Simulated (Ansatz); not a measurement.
# SrCl$_{2}$: what the fields show

The calculation's input:

```
crystal:
  lattice:
    - [1.8442954555, 4.6107386389, 4.6107386389]
    - [4.6107386389, 1.8442954555, 4.6107386389]
    - [4.6107386389, 4.6107386389, 1.8442954555]
  atoms:
    - { symbol: Sr, position: [0.0, 0.0, 0.0] }
    - { symbol: Cl, position: [0.25, 0.25, 0.25] }
    - { symbol: Cl, position: [0.75, 0.75, 0.75] }
basis:
  ecutwfc: 500
kpoints:
  mp_grid: { grid: [6, 6, 6] }
hamiltonian:
  xc: r2scan
scf:
  occupations: { method: gaussian, width: 0.05 }
output:
  forces: true
  stress: true
  eigenvalues: true
  write_density: true
  write_potential: true
  elf: true
  volumetric_format: npy
```

Run with:

```sh
ansatz run input.yaml --threads 1 --pin off --max-ram 2560MiB --backend cpu --events-out ev --progress --plain --runs-dir out
```

Below, planes, directions and counts refer to the conventional cell (a = 3.91 Å, b = 3.91 Å, c = 19.17 Å, α = 90.00°, β = 90.00°, γ = 120.00°).

Space group R-3m; not relaxed (largest force 0.5 eV/Å); computed pressure about 7 GPa in this cell.

Computed with DFT r2SCAN, scalar-relativistic, plane waves, PAW in Ansatz 0.2.0.

The density is the valence pseudo-density of a PAW calculation; it isn't the true density close to the nuclei.

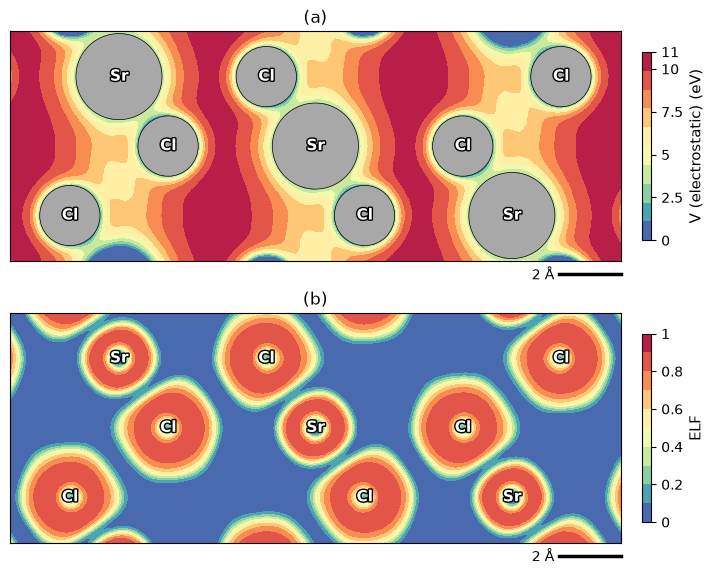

Figure 1. (a) electrostatic potential (local pseudopotential plus Hartree) felt by an electron; (b) ELF on the (110) plane of the conventional cell. Grey discs cover the atomic cores in the potential map.

### Interpret the plot.

The section cuts through Sr and Cl sites. Sr–Cl (2.77 Å): the ELF peaks at about 0.85 in the valence shell of Cl, 0.8 Å from its nucleus, and drops to about 0.10 between the two atoms; an ionic contact with no shared pair. The features right at Sr lie inside the PAW spheres, where the map follows smoothed inner orbitals and isn't to be read closely. Outside the cores the potential energy rises away from the atoms and is highest about 2.3 Å from the nearest atoms; its zero is arbitrary.

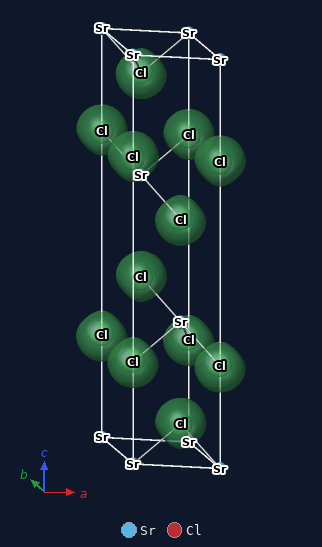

Figure 2. Isosurface of the ELF at 0.8 (green), seen slightly off an axis. Core shells and regions of very low density are left out. Sticks mark near contacts.

### What do the ELF domains correspond to?

The surface consists of six regions wrapped around Cl (the valence shell of each), counted in one cell of 9 atoms. Any copies at cell faces, edges or corners count once.

### Does the calculation give a band gap?

It is gapped, with a Kohn–Sham gap of 5.8 eV on the k-point mesh, an upper bound to the gap of this method.
